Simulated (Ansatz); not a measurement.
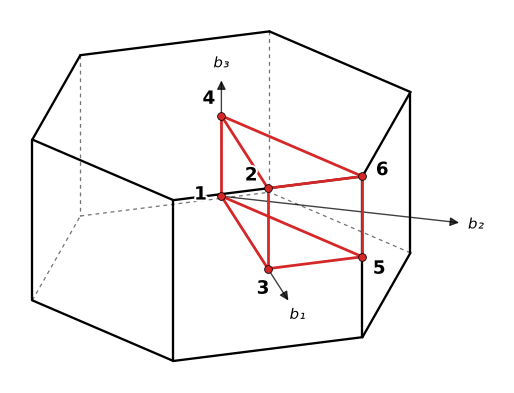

The first Brillouin zone of a primitive hexagonal lattice (hP; extended symbol hP2) is drawn with its special points numbered. Crystal: Ni, the input geometry of an electronic-structure calculation (not necessarily at equilibrium); the starting structure was generated, so it need not be a known form of this composition. Geometry calculated from the standardised cell; symmetry tolerance 0.002 Å.

a = 2.485 Å, b = 2.485 Å, c = 4.085 Å, α = 90.00°, β = 90.00°, γ = 120.00°.

Labels and path follow the convention of Hinuma et al. (2017), as computed by seekpath; the arrows show the directions of the reciprocal primitive vectors b₁, b₂, b₃, in which coordinates are given.

Question: Which special point is each number?

Answer:
```
no.  label      coordinates
  1      Γ        (0, 0, 0)
  2      L    (1/2, 0, 1/2)
  3      M      (1/2, 0, 0)
  4      A      (0, 0, 1/2)
  5      K    (1/3, 1/3, 0)
  6      H  (1/3, 1/3, 1/2)
```
